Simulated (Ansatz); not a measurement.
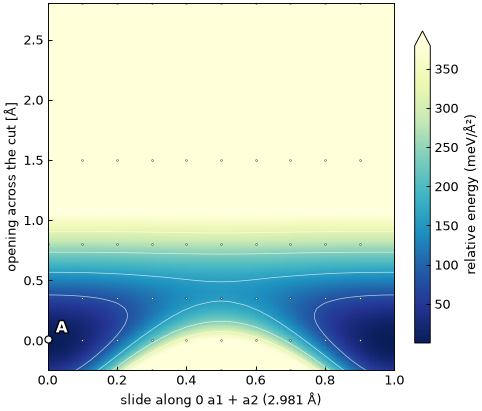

MgO (Fm-3m, No. 225; 12 atoms in the cell). Rigid slide and opening across a plane, one cut a cell; the plane is (1 1 1) of the conventional cell, and the faces at the cut hold O and Mg. The first coordinate is: slide along 0 a1 + a2 (2.981 Å); the second: opening across the cut. Nothing is relaxed (rigid halves). Grid: 10 × 6 points; 36 points were computed and 24 follow by symmetry. Points are written as (first, second). Energies are in meV/Å², from the lowest grid point. The band gap closes in part of the range. The calculation used DFT PBEsol, scalar-relativistic, plane waves, PAW in Ansatz 0.2.0. Settings: cutoff 520 eV, k-mesh 9×9×2 in the order of the run's cell vectors, gaussian smearing 0.05 eV, no spin polarisation.

In the figure: a smooth colour map with a few white contour lines, dots at the grid points, one colour for all values above the top of the scale, the point A. Between grid points the surface is interpolated.

What is the easiest way out of the well at A, and how high is the barrier?

Answer. The easiest path leads from the well at (0.0, 0.00 Å) to its copy one period on. Its highest point lies about 152 meV/Å² above the bottom of the first well on the interpolated surface, at (0.5, 0.35 Å). The start is the relaxed structure and all else is held, so a fully relaxed path at this level can only be lower.

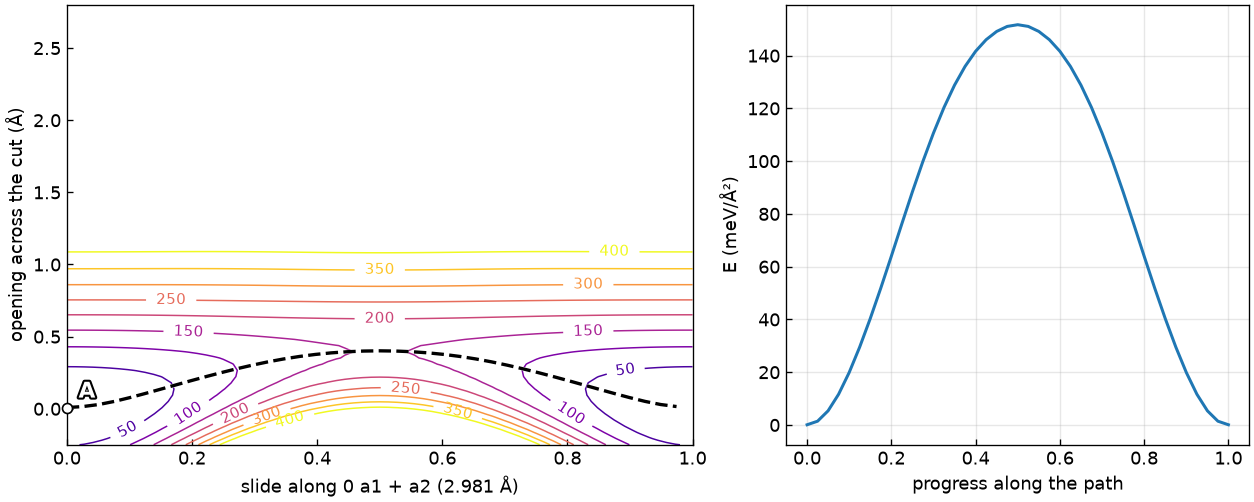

In the figure: contour lines labelled in meV/Å² (none above 400), a line along the lowest path, the energy along the path at the right. Between grid points the surface is interpolated.

PAW datasets: the set soft_1.
